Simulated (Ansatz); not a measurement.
**Run report: WSi2, single-point calculation**

System: WSi2 (3 atoms in the cell).
Method: DFT r2SCAN, scalar-relativistic, plane waves, PAW, no spin polarisation (Ansatz 0.2.0).

The structure derives from an entry of the Crystallography Open Database. Figures and captions count atoms from 1; the log counts them from 0 in places.

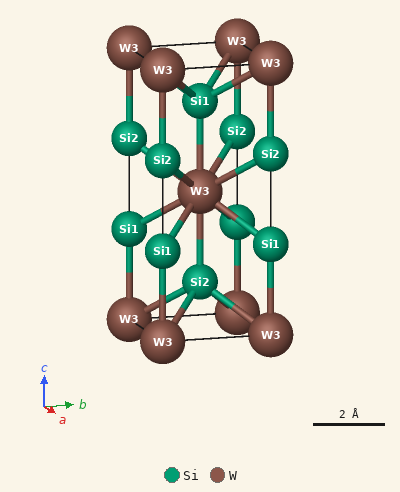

The structure (ball-and-stick view of the cell 2 times as large as that of the calculation, set on its symmetry axes, seen slightly off an axis; atoms are numbered from 1 in the order of the input). An atom can appear more than once, as a periodic image.

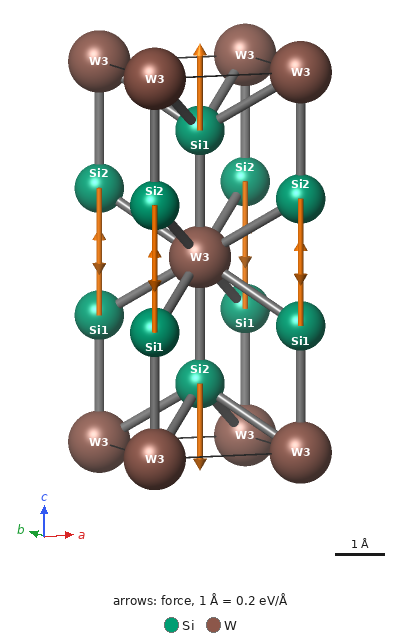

Forces on the atoms as orange arrows (ball-and-stick view of the cell 2 times as large as that of the calculation, set on its symmetry axes, seen slightly off an axis; atoms are numbered from 1 in the order of the input). The largest act on Si1, Si2 (0.36 eV/Å). The geometry is not a stationary point of this energy.

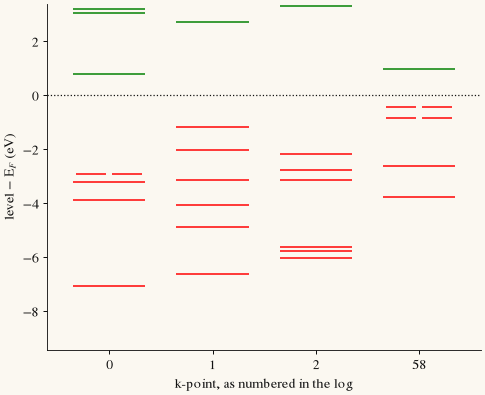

Kohn–Sham levels near the Fermi level (dotted) at the few k-points that the log prints; levels within 0.02 eV of each other stand side by side. The system is metallic on the full mesh.

The input that produced these results follows, with the program's output.

### The input
```yaml
crystal:
  lattice:
    - [-1.606, 1.606, 3.94]
    - [1.606, -1.606, 3.94]
    - [1.606, 1.606, -3.94]
  atoms:
    - { symbol: Si, position: [0.333, 0.333, 0.0] }
    - { symbol: Si, position: [0.667, 0.667, 0.0] }
    - { symbol: W, position: [0.0, 0.0, 0.0] }
basis:
  ecutwfc: 500
kpoints:
  mp_grid: { grid: [8, 8, 8] }
hamiltonian:
  xc: r2scan
scf:
  occupations: { method: gaussian, width: 0.1 }
output:
  forces: true
  stress: true
  eigenvalues: true
```

Launched with:
```bash
ansatz run input.yaml --threads 4 --pin off --max-ram 10240MiB --backend cpu --events-out ev --progress --plain --runs-dir out
```

### Output
```
basis.fft_grid_basis auto: the FFT boxes are laid along the combinations [[1, 0, 1], [0, 1, 1], [0, 0, 1]] of the cell's own vectors, 3.212, 3.212 and 4.548 Å long. The dense box has 24×24×36 points. Along the cell's own vectors, as sized, it would have 36×36×36, 2.25 times as many. Of the 16 symmetry operations that the crystal satisfies within crystal.symmetry.tolerance (time reversal apart; of a slab, those that keep its plane) the dense box along the cell's own vectors carries 16, and the one as laid loses 12 of those. basis.fft_grid_basis: typed keeps the cell's own vectors: state it where this run's energies or levels are differenced outside the engine with another run's, or held beside a run that keeps those vectors.
Engine: ansatz 0.2.0, aarch64-unknown-linux-gnu
Pseudopotentials: kind: paw
Pseudopotential: Si, paw, valence charge 4, recommended cutoff 500 eV (meta_gga), Si.paw.azcp
Pseudopotential: W, paw, valence charge 14, recommended cutoff 500 eV (meta_gga), W.paw.azcp
Functional definition: r2SCAN
  parameter k0 = 0.174
  parameter k1 = 0.065
  parameter a1 = 4.9479
  exchange = r2scan_x(k0 = k0, k1 = k1, a1 = a1)
  correlation = r2scan_c
Crystal: 3 atoms, lattice volume = 40.649 Å³
Basis set: ecut = 500 eV, 1039 PW (Γ), FFT grids on a1+a3, a2+a3, a3, exchange–correlation on 96×96×144 points (64 copies of the dense FFT grid, shifted against one another)
Bands: 15, of which v1, the nominal top of the filled ones, is band 11 counted from 1 (10 counted from 0)
Symmetry: 16 space group operations
Space group: I4/mmm (ITA 139), of the structure as read, at distance tolerance 3.4e-5 Å
k-points: 59 of 512
Non-local potential: Si, projectors of the file, l = 0: 2, l = 1: 2, l = 2: 2
Non-local potential: W, projectors of the file, l = 0: 3, l = 1: 2, l = 2: 2, l = 3: 1
PAW form: soft (Blöchl's): semilocal exchange-correlation on the pseudo side does not see the compensation charge
PAW frozen core: Si, regenerated for the run's functional (the file was generated under x = pbe(κ = 0.804, μ = 0.2195149727645171), c = pbe(β = 0.06672455060314922))
PAW frozen core: W, regenerated for the run's functional (the file was generated under x = pbe(κ = 0.804, μ = 0.2195149727645171), c = pbe(β = 0.06672455060314922))
PAW one-centre angular grid: Si, 302 points (default); XC on 160 Gauss nodes
PAW one-centre angular grid: W, 590 points (default); XC on 160 Gauss nodes
Initial density: superposition of atomic densities (neutral atoms: chi_scale 0, normalization atom), corrected by the library's trained network
Initial wavefunctions: pseudopotential atomic-orbital guess
Functional: x = r2scan, c = r2scan; τ floored in thin density (d = 2e-4 eV/Å³)
SCF iter   1: F=—  HF=-11676.306625 eV  |F-HF|=—  |Δ(HF+E_count)|=         —  Δρ=9.67e-3  dr2=5.97e-2  dr2_τ=8.28e-2  ethr=1.77e-3  ⟨swp⟩=5.1  Hψ=5150  notcnv=0
preconditioner: auto → none  [insulator: Δε(μ)=0.152 eV  Ē_g=8.569 eV  σ=0.100 eV  W_gap=0.63  n_scr=10 (ndim 8)  ℏωp=21.8 eV  f_vac=0.000  D(μ)=0.24/eV (n_scr^D=0)  ε∞_Penn≈7.5]
SCF iter   2: F=—  HF=-11676.366840 eV  |F-HF|=—  |Δ(HF+E_count)|=   6.02e-2  Δρ=7.66e-3  dr2=4.96e-2  dr2_τ=6.03e-3  ethr=2.71e-4  ⟨swp⟩=2.0  Hψ=1993  notcnv=0  defer=4
SCF iter   3: F=—  HF=-11676.356507 eV  |F-HF|=—  |Δ(HF+E_count)|=   1.03e-2  Δρ=2.97e-3  dr2=1.90e-3  dr2_τ=1.23e-4  ethr=2.26e-4  ⟨swp⟩=2.2  Hψ=1374  notcnv=0  defer=4
SCF iter   4: F=—  HF=-11676.357402 eV  |F-HF|=—  |Δ(HF+E_count)|=   8.95e-4  Δρ=4.49e-4  dr2=9.01e-5  dr2_τ=2.60e-5  ethr=8.64e-6  ⟨swp⟩=2.7  Hψ=1595  notcnv=0  defer=4
SCF iter   5: F=—  HF=-11676.357390 eV  |F-HF|=—  |Δ(HF+E_count)|=   1.22e-5  Δρ=1.18e-4  dr2=4.72e-6  dr2_τ=7.02e-7  ethr=4.09e-7  ⟨swp⟩=2.2  Hψ=1300  notcnv=0  defer=4
SCF iter   6: F=—  HF=-11676.357390 eV  |F-HF|=—  |Δ(HF+E_count)|=   2.64e-7  Δρ=4.40e-5  dr2=6.26e-7  dr2_τ=4.94e-8  ethr=2.14e-8  ⟨swp⟩=2.6  Hψ=1473  notcnv=0  defer=4
SCF iter   7: F=-11676.357390 eV  HF=-11676.357390 eV  |F-HF|=2.05e-8  |Δ(HF+E_count)|=   4.75e-7  Δρ=8.48e-6  dr2=1.92e-8  dr2_τ=9.24e-10  ethr=4.55e-10  ⟨swp⟩=6.3  Hψ=4391  notcnv=0
SCF 1 converged in 7 iterations: F = -11676.357390 eV  dr2 = 1.92e-8
  greatest PAW one-centre occupation: 0.999 electrons in one spin orbital (limit 2), on the W atom at site 2 (counted from 0), in its partial waves of l = 0
SCF converged after 7 iterations
Free energy (F): -11676.357390 eV
Harris-Foulkes:  -11676.357390 eV  (|F-HF|=2.05e-8)
Internal energy: -11676.355804 eV  (E = F + TS)
E sigma→0 (E₀):  -11676.356597 eV
Entropy (-TS):   -0.001586 eV (-0.529 meV/atom)
Fermi energy:    16.518353 eV
--- Per-component energies (eV) ---
  E_band       = -98.223601
  E_kinetic    = 541.576369
  E_local      = -949.462754  (includes V_loc(G=0)·N_el)
  E_nonlocal   = 49.064786
  E_hartree    = 374.003126
  E_xc         = -356.332061
  E_vxc        = -366.500359  (∫ρ·V_xc dr)
  E_paw        = -9632.471627  (= ΣΔE_a)
  E_vpaw       = -138.924923  (= ΣTr[D̂ρ^β])
  E_aug_tail   = -0.000042  (compensation charges beyond the density's cutoff)
  E_vtau       = 18.014021  (kinetic-family band-sum trace: ∫τ·v_τ [+ j·A + Jᵃ·Aᵃ] dr)
  E_ewald      = -1701.992787
  E_core_change = -0.740815  (= ΣΔE_core)
  E_smearing   = -0.001586  (= −TS)
  E_closure    = -0.000000  (closes the sum)
  Σ components = -11676.357390   (vs F -11676.357390, Δ=0.00e0)
--- Forces (eV/Å), atoms counted from 1 ---
  atom   1  Si    -0.00000000     0.00000000     0.36120212
  atom   2  Si    -0.00000000     0.00000000    -0.36120212
  atom   3  W     -0.00000000     0.00000000    -0.00000000
  max |Σ_I F_I| component: 9.71e-17 eV/Å
--- Stress (GPa, compression-positive) ---
       -1.206288       0.000000      -0.000000
        0.000000      -1.206288       0.000000
        0.000000       0.000000      -6.143093
  P = ⅓ Tr σ = -2.8519 GPa (-28.519 kbar)
--- Band table (eV; the first three rows and the last of 59) ---
  k-point 0: bands = ["-59.0683", "-22.7584", "-22.6910", "-22.6910", "1.7923", "9.4494", "12.6418", "13.2949", "13.5949", "13.5949", "17.3074", "19.5814", "19.7225", "19.9706", "19.9706"]
  k-point 1: bands = ["-59.0657", "-22.7516", "-22.7243", "-22.7204", "2.3190", "9.9088", "11.6595", "12.4599", "13.3944", "14.4814", "15.3396", "19.2340", "20.3232", "20.3849", "20.7921"]
  k-point 2: bands = ["-59.0597", "-22.7993", "-22.7909", "-22.7357", "3.7829", "10.4803", "10.7538", "10.9069", "13.3811", "13.7645", "14.3467", "19.8169", "20.0022", "20.7108", "21.0035"]
  k-point 58: bands = ["-59.0681", "-22.7776", "-22.6924", "-22.6924", "4.0926", "5.1087", "12.7397", "13.9023", "15.6783", "15.6783", "16.0848", "16.0848", "17.4894", "21.2764", "22.0674"]
```

### Results in brief

- outcome: converged
- space group (tolerance 0.01 Å): I4/mmm (139)
- electrons treated: 22
- free energy: −11676.3574 eV
- Fermi energy: 16.518 eV
- gap on the k-point mesh: none (metallic)
- pressure: −2.85 GPa
- largest force (length of the vector): 0.361 eV/Å
- hardware: 4 threads of Arm Neoverse V1, 24 GiB of memory available, shared host
- wall time: 1.8 s (CPU time 6.4 s)
- peak memory: 0.43 GiB

### Notes

Spin–orbit coupling is left out, which matters for W.
